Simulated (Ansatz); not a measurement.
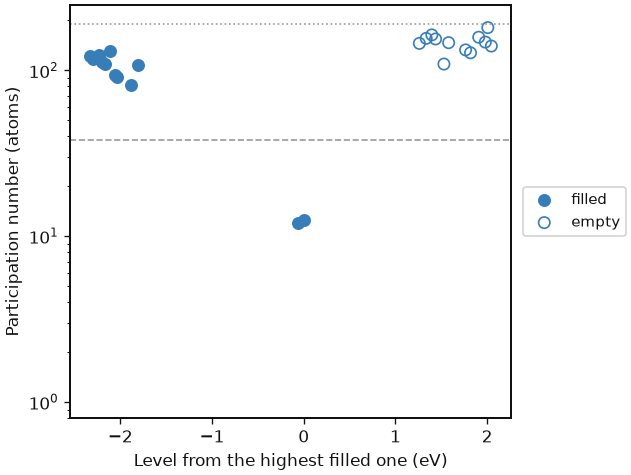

Levels near the gap of a 191-atom cell against the number of atoms over which each spreads (dotted: all atoms; dashed: a fifth of them). Host SiC.

Structure: Si$_{96}$C$_{95}$ (defect cell), 191 atoms in the cell, cell charge −2 e.

Computed with Ansatz: DFT, r2SCAN, PAW, plane waves, one k point, (0.25, 0.25, 0.25), 500 eV cutoff, Fermi-Dirac smearing of 0.01 eV.

Question: Which of these levels are localised (under the dashed line)?

Answer: 2 of the 24 levels shown spread over less than a fifth of the cell: −0.07 eV (filled, over about 12 atoms, mostly Si) and 0.00 eV (filled, over about 12 atoms, mostly Si).

Question: How far apart are the highest filled and the lowest empty level?

Answer: The lowest empty level lies 1.26 eV above the highest filled one.

One k point in a finite cell, so levels carry errors of tenths of an eV.
